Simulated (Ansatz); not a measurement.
# How much does Ir in Au(111), 2x2 scatter?, part 2 of 3

Wanted: the reflection from a plane of defects, Ir in Au(111), 2x2, and the resistivity it implies.

Ansatz 0.2.0; Ansatz plane-wave DFT, PBE, PAW files; ballistic transport by layer matching (Landauer), zero bias; PAW set soft_1 (the session's first sound run).

So far, resistivity per at.% scaled from this dense plane, with the factor 3/4 for isotropic scattering (µΩ cm): step 3 (resistance at ideal sites) 3.51.

## (4) Relaxing the neighbours

The neighbours of the defect are let go while the lead's layers stay on their sites, since a lead must repeat to 0.01 Å.

This step: Ansatz plane-wave DFT, PBE, PAW files; relaxation with the lead's layers held; PAW set soft_1 (Ansatz 0.2.0).

File input.yaml:

```yaml
crystal:
  lattice:
    - [5.7675164607, 0.0, 0.0]
    - [-2.8837582304, 4.9948157718, 0.0]
    - [-1.4418791152, 0.8324692953, 25.9003660885]
  atoms:
    - { symbol: Au, position: [0.0075757576, 0.9924242424, 0.0454545455] }
    - { symbol: Au, position: [0.0075757576, 0.4924242424, 0.0454545455] }
    - { symbol: Au, position: [0.5075757576, 0.9924242424, 0.0454545455] }
    - { symbol: Au, position: [0.5075757576, 0.4924242424, 0.0454545455] }
    - { symbol: Au, position: [0.1893939394, 0.3106060606, 0.1363636364] }
    - { symbol: Au, position: [0.1893939394, 0.8106060606, 0.1363636364] }
    - { symbol: Au, position: [0.6893939394, 0.3106060606, 0.1363636364] }
    - { symbol: Au, position: [0.6893939394, 0.8106060606, 0.1363636364] }
    - { symbol: Au, position: [0.3712121212, 0.1287878788, 0.2272727273] }
    - { symbol: Au, position: [0.3712121212, 0.6287878788, 0.2272727273] }
    - { symbol: Au, position: [0.8712121212, 0.1287878788, 0.2272727273] }
    - { symbol: Au, position: [0.8712121212, 0.6287878788, 0.2272727273] }
    - { symbol: Au, position: [0.053030303, 0.946969697, 0.3181818182] }
    - { symbol: Au, position: [0.053030303, 0.446969697, 0.3181818182] }
    - { symbol: Au, position: [0.553030303, 0.946969697, 0.3181818182] }
    - { symbol: Au, position: [0.553030303, 0.446969697, 0.3181818182] }
    - { symbol: Au, position: [0.2348484848, 0.2651515152, 0.4090909091] }
    - { symbol: Au, position: [0.2348484848, 0.7651515152, 0.4090909091] }
    - { symbol: Au, position: [0.7348484848, 0.2651515152, 0.4090909091] }
    - { symbol: Au, position: [0.7348484848, 0.7651515152, 0.4090909091] }
    - { symbol: Ir, position: [0.4166666667, 0.0833333333, 0.5] }
    - { symbol: Au, position: [0.4166666667, 0.5833333333, 0.5] }
    - { symbol: Au, position: [0.9166666667, 0.0833333333, 0.5] }
    - { symbol: Au, position: [0.9166666667, 0.5833333333, 0.5] }
    - { symbol: Au, position: [0.0984848485, 0.9015151515, 0.5909090909] }
    - { symbol: Au, position: [0.0984848485, 0.4015151515, 0.5909090909] }
    - { symbol: Au, position: [0.5984848485, 0.9015151515, 0.5909090909] }
    - { symbol: Au, position: [0.5984848485, 0.4015151515, 0.5909090909] }
    - { symbol: Au, position: [0.2803030303, 0.2196969697, 0.6818181818] }
    - { symbol: Au, position: [0.2803030303, 0.7196969697, 0.6818181818] }
    - { symbol: Au, position: [0.7803030303, 0.2196969697, 0.6818181818] }
    - { symbol: Au, position: [0.7803030303, 0.7196969697, 0.6818181818] }
    - { symbol: Au, position: [0.4621212121, 0.0378787879, 0.7727272727] }
    - { symbol: Au, position: [0.4621212121, 0.5378787879, 0.7727272727] }
    - { symbol: Au, position: [0.9621212121, 0.0378787879, 0.7727272727] }
    - { symbol: Au, position: [0.9621212121, 0.5378787879, 0.7727272727] }
    - { symbol: Au, position: [0.1439393939, 0.8560606061, 0.8636363636] }
    - { symbol: Au, position: [0.1439393939, 0.3560606061, 0.8636363636] }
    - { symbol: Au, position: [0.6439393939, 0.8560606061, 0.8636363636] }
    - { symbol: Au, position: [0.6439393939, 0.3560606061, 0.8636363636] }
    - { symbol: Au, position: [0.3257575758, 0.1742424242, 0.9545454545] }
    - { symbol: Au, position: [0.3257575758, 0.6742424242, 0.9545454545] }
    - { symbol: Au, position: [0.8257575758, 0.1742424242, 0.9545454545] }
    - { symbol: Au, position: [0.8257575758, 0.6742424242, 0.9545454545] }
kpoints:
  mp_grid: { grid: [5, 5, 1] }
hamiltonian:
  xc: pbe
  pseudopotentials: { kind: paw, azcp: { folder: soft_1 } }
scf:
  occupations: { method: fermi_dirac, width: 0.1 }
relax:
  f_tol: 0.03
  max_steps: 40
  constraints:
    - { sites: [0, 1, 2, 3, 4, 5, 6, 7, 8, 9, 10, 11, 32, 33, 34, 35, 36, 37, 38, 39, 40, 41, 42, 43] }
```

Command:

```console
$ ansatz run input.yaml --threads 4 --pin off --max-ram 15360MiB --backend cpu --events-out ev --progress --plain --runs-dir out
```

Numbers of over 12 decimals in the logs are rounded to 6 here.

Output:

```text
[...]
Crystal: 44 atoms, lattice volume = 746.130 Å³
Basis set: ecut = 420 eV, 14649 PW (Γ), exchange–correlation on 80×80×360 points (8 copies of the dense FFT grid, shifted against one another)
Bands: 501, of which v1, the nominal top of the filled ones, is band 417 counted from 1 (416 counted from 0)
Symmetry: 4 space group operations
[...]
k-points: 9 of 25
[...]
SCF iter   1: F=—  HF=-577463.682216 eV  |F-HF|=—  |Δ(HF+E_count)|=         —  Δρ=8.88e-2  dr2=4.39e2  ethr=3.10e-3  ⟨swp⟩=4.1  Hψ=13460  notcnv=0  defer=127
[...]
SCF iter  15: F=-577436.444799 eV  HF=-577436.444800 eV  |F-HF|=6.81e-7  |Δ(HF+E_count)|=   2.63e-6  Δρ=2.93e-6  dr2=7.02e-7  ethr=2.70e-9  ⟨swp⟩=3.0  Hψ=8348  notcnv=0
SCF 1 converged in 15 iterations: F = -577436.444799 eV  dr2 = 7.02e-7
[...]
relax step   1: F+E_penalty+E_count = -577436.44479923 eV  Δ(F+E_penalty+E_count) = +0.000e0 eV  max|allowed force component| = 2.814e-1 eV/Å  Δτ_max = 0.0000 Å  (15 SCF iters, dr2 threshold 2.25e-5 eV, accepted)
[...]
iter 1 solved again at ethr=9.50e-5 eV; its pass at ethr=3.10e-3 eV (dr2=7.93e-1 eV) is discarded
[...]
SCF iter   7: F=-577436.394016 eV  HF=-577436.394019 eV  |F-HF|=2.77e-6  |Δ(HF+E_count)|=   1.37e-7  Δρ=5.14e-6  dr2=2.91e-6  ethr=5.94e-10  ⟨swp⟩=3.0  Hψ=10460  notcnv=0
SCF 2 converged in 7 iterations: F = -577436.394016 eV  dr2 = 2.91e-6
[...]
relax step   2: F+E_penalty+E_count = -577436.39401574 eV  Δ(F+E_penalty+E_count) = +5.078e-2 eV  max|allowed force component| = 4.692e-1 eV/Å  Δτ_max = 0.1070 Å  (7 SCF iters, dr2 threshold 4.95e-6 eV, rejected (line search))
SCF iter   1: F=—  HF=-577436.506329 eV  |F-HF|=—  |Δ(HF+E_count)|=         —  Δρ=2.61e-3  dr2=1.65e-1  ethr=2.39e-4  ⟨swp⟩=4.9  Hψ=9228  notcnv=0  defer=534
[...]
SCF iter  10: F=-577436.494975 eV  HF=-577436.494975 eV  |F-HF|=4.54e-9  |Δ(HF+E_count)|=   4.19e-9  Δρ=2.38e-7  dr2=4.66e-9  ethr=1.20e-11  ⟨swp⟩=2.7  Hψ=8730  notcnv=0
SCF 3 converged in 10 iterations: F = -577436.494975 eV  dr2 = 4.66e-9
relax step   3: F+E_penalty+E_count = -577436.49497468 eV  Δ(F+E_penalty+E_count) = -5.018e-2 eV  max|allowed force component| = 1.258e-2 eV/Å  Δτ_max = 0.0468 Å  (10 SCF iters, accepted)
SCF converged after 10 iterations
Free energy (F): -577436.494975 eV
[...]
Internal energy: -577435.919608 eV  (E = F + TS)
E sigma→0 (E₀):  -577436.207292 eV
Entropy (-TS):   -0.575366 eV (-13.077 meV/atom)
Fermi energy:    20.665699 eV
[...]
--- Forces (eV/Å), atoms counted from 1 ---
  atom   1  Au    -0.00094315    -0.00187003    -0.00344197
  atom   2  Au     0.00033112    -0.00019117     0.00140699
  atom   3  Au    -0.00027605     0.00015938    -0.00309785
  atom   4  Au     0.00114792     0.00175181    -0.00344197
  atom   5  Au     0.00263039    -0.00151866     0.00398638
  atom   6  Au     0.00116573     0.00319561     0.00882113
  atom   7  Au    -0.00218462    -0.00260736     0.00882113
  atom   8  Au     0.00042539    -0.00024560    -0.00846918
  atom   9  Au    -0.00126367     0.00072958     0.02945799
  atom  10  Au    -0.03952472    -0.02259061     0.08007417
  atom  11  Au    -0.00019832     0.04552472     0.08007417
  atom  12  Au     0.03808554    -0.02198870     0.07205504
  atom  13  Au    -0.00468384    -0.00136246     0.00334357
  atom  14  Au    -0.00169950     0.00098121    -0.00731802
  atom  15  Au     0.00582078    -0.00336063     0.00466251
  atom  16  Au    -0.00116199     0.00473755     0.00334357
  atom  17  Au    -0.01258353     0.00726510     0.00338002
  atom  18  Au    -0.00035881    -0.01224233     0.00573113
  atom  19  Au     0.01042276     0.00643190     0.00573113
  atom  20  Au     0.00207494    -0.00119797     0.00564201
  atom  21  Ir     0.00000000     0.00000000     0.00000000
  atom  22  Au     0.00000000     0.00000000     0.00000000
  atom  23  Au     0.00000000    -0.00000000     0.00000000
  atom  24  Au     0.00000000     0.00000000     0.00000000
  atom  25  Au    -0.01042276    -0.00643190    -0.00573113
  atom  26  Au    -0.00207494     0.00119797    -0.00564201
  atom  27  Au     0.01258353    -0.00726510    -0.00338002
  atom  28  Au     0.00035881     0.01224233    -0.00573113
  atom  29  Au    -0.00582078     0.00336063    -0.00466251
  atom  30  Au     0.00116199    -0.00473755    -0.00334357
  atom  31  Au     0.00468384     0.00136246    -0.00334357
  atom  32  Au     0.00169950    -0.00098121     0.00731802
  atom  33  Au     0.00126367    -0.00072958    -0.02945799
  atom  34  Au     0.03952472     0.02259061    -0.08007417
  atom  35  Au     0.00019832    -0.04552472    -0.08007417
  atom  36  Au    -0.03808554     0.02198870    -0.07205504
  atom  37  Au     0.00218462     0.00260736    -0.00882113
  atom  38  Au    -0.00042539     0.00024560     0.00846918
  atom  39  Au    -0.00263039     0.00151866    -0.00398638
  atom  40  Au    -0.00116573    -0.00319561    -0.00882113
  atom  41  Au     0.00027605    -0.00015938     0.00309785
  atom  42  Au    -0.00114792    -0.00175181     0.00344197
  atom  43  Au     0.00094315     0.00187003     0.00344197
  atom  44  Au    -0.00033112     0.00019117    -0.00140699
  max |Σ_I F_I| component: 1.82e-17 eV/Å
--- Relaxed structure (3 steps of the walk, 2 accepted, 0 SCFs on fresh bases) ---
  F+E_penalty+E_count = -577436.49497468 eV   max|allowed force component| = 1.258e-2 eV/Å
  atoms:
    - { symbol: Au, position: [0.00757576, 0.992424, 0.045455] }
    - { symbol: Au, position: [0.00757576, 0.492424, 0.045455] }
    - { symbol: Au, position: [0.507576, 0.992424, 0.045455] }
    - { symbol: Au, position: [0.507576, 0.492424, 0.045455] }
    - { symbol: Au, position: [0.189394, 0.310606, 0.1363636364] }
    - { symbol: Au, position: [0.189394, 0.810606, 0.136364] }
    - { symbol: Au, position: [0.689394, 0.310606, 0.136364] }
    - { symbol: Au, position: [0.689394, 0.810606, 0.136364] }
    - { symbol: Au, position: [0.371212, 0.128788, 0.227273] }
    - { symbol: Au, position: [0.371212, 0.628788, 0.227273] }
    - { symbol: Au, position: [0.871212, 0.128788, 0.227273] }
    - { symbol: Au, position: [0.871212, 0.628788, 0.227273] }
    - { symbol: Au, position: [0.053787, 0.947177, 0.318408] }
    - { symbol: Au, position: [0.053371, 0.446629, 0.319990] }
    - { symbol: Au, position: [0.552535, 0.947465, 0.318358] }
    - { symbol: Au, position: [0.552823, 0.446213, 0.318408] }
    - { symbol: Au, position: [0.236608, 0.263392, 0.410740] }
    - { symbol: Au, position: [0.236451, 0.767953, 0.410744] }
    - { symbol: Au, position: [0.732047, 0.263549, 0.410744] }
    - { symbol: Au, position: [0.734495, 0.765505, 0.408276] }
    - { symbol: Ir, position: [0.416667, 0.083333, 0.500000] }
    - { symbol: Au, position: [0.416667, 0.583333, 0.500000] }
    - { symbol: Au, position: [0.916667, 0.083333, 0.500000] }
    - { symbol: Au, position: [0.916667, 0.583333, 0.500000] }
    - { symbol: Au, position: [0.101286, 0.903118, 0.589256] }
    - { symbol: Au, position: [0.098839, 0.401161, 0.591724] }
    - { symbol: Au, position: [0.596725, 0.903275, 0.589260] }
    - { symbol: Au, position: [0.596882, 0.398714, 0.589256] }
    - { symbol: Au, position: [0.280798, 0.219202, 0.681642] }
    - { symbol: Au, position: [0.280511, 0.720453, 0.681592] }
    - { symbol: Au, position: [0.779547, 0.219489, 0.681592] }
    - { symbol: Au, position: [0.779962, 0.720038, 0.680010] }
    - { symbol: Au, position: [0.462121, 0.037879, 0.772727] }
    - { symbol: Au, position: [0.462121, 0.537879, 0.772727] }
    - { symbol: Au, position: [0.962121, 0.037879, 0.772727] }
    - { symbol: Au, position: [0.962121, 0.537879, 0.772727] }
    - { symbol: Au, position: [0.143939, 0.856061, 0.863636] }
    - { symbol: Au, position: [0.143939, 0.356061, 0.863636] }
    - { symbol: Au, position: [0.643939, 0.856061, 0.863636] }
    - { symbol: Au, position: [0.643939, 0.356061, 0.863636] }
    - { symbol: Au, position: [0.325758, 0.174242, 0.954545] }
    - { symbol: Au, position: [0.325758, 0.674242, 0.954545] }
    - { symbol: Au, position: [0.825758, 0.174242, 0.954545] }
    - { symbol: Au, position: [0.825758, 0.674242, 0.954545] }
```

Elapsed: 4.4 min, on 4 threads of Arm Neoverse V1, shared host; peak memory 6.6 GiB; 17 min of CPU time.

Step by step:

| step | energy less that of the first step (eV) | largest force component (eV/Å) |
| --- | --- | --- |
| 1 | 0.0000 | 0.2814 |
| 2 | 0.0508 | 0.4692 |
| 3 | -0.0502 | 0.0126 |

Relaxation step 2 was tried and not accepted.

Forces are held to the 4 operations that the run works with; a distortion that breaks them can't arise in this run.

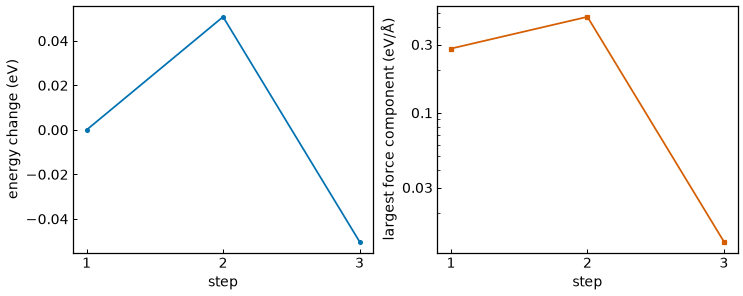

Energy and largest force along the relaxation.

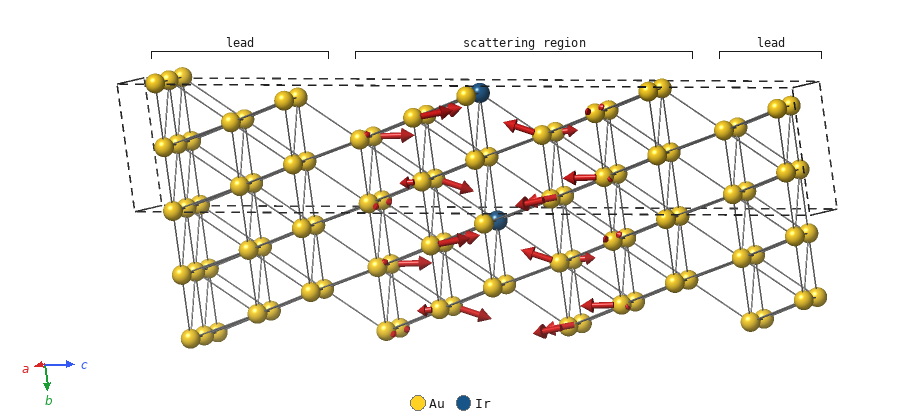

Displacements in the relaxation, exaggerated; the longest in the cell stands for 0.05 Å. 1×2×1 cells are drawn. Some periodic images of atoms are drawn too.

The atoms that moved most (Å):

| atom | dx | dy | dz | length |
| --- | --- | --- | --- | --- |
| Au14 | 0.000 | 0.000 | 0.047 | 0.047 |
| Au32 | 0.000 | 0.000 | -0.047 | 0.047 |
| Au18 | -0.001 | 0.015 | 0.043 | 0.046 |
| Au19 | -0.014 | -0.007 | 0.043 | 0.046 |
| Au28 | 0.001 | -0.015 | -0.043 | 0.046 |
| Au25 | 0.014 | 0.007 | -0.043 | 0.046 |
| Au17 | 0.013 | -0.007 | 0.043 | 0.045 |
| Au27 | -0.013 | 0.007 | -0.043 | 0.045 |

This step gave:

* free energy: -577436.4950 eV
* energy at zero smearing: -577436.2073 eV
* Fermi energy: 20.67 eV

The largest force component on a free atom ends at 0.013 eV/Å, under the tolerance of 0.03, after 3 steps.

[end of part 2 of 3]

[Logs are printed without paths, hosts, clocks, repeated set-up lines and the standing remarks that a program may print on its own settings, such as how far it seeks lower states.]

[Hosts, paths, dates, database ids (printed as entryN), source tags and the programs' standing remarks are cut or masked in the printed files.]
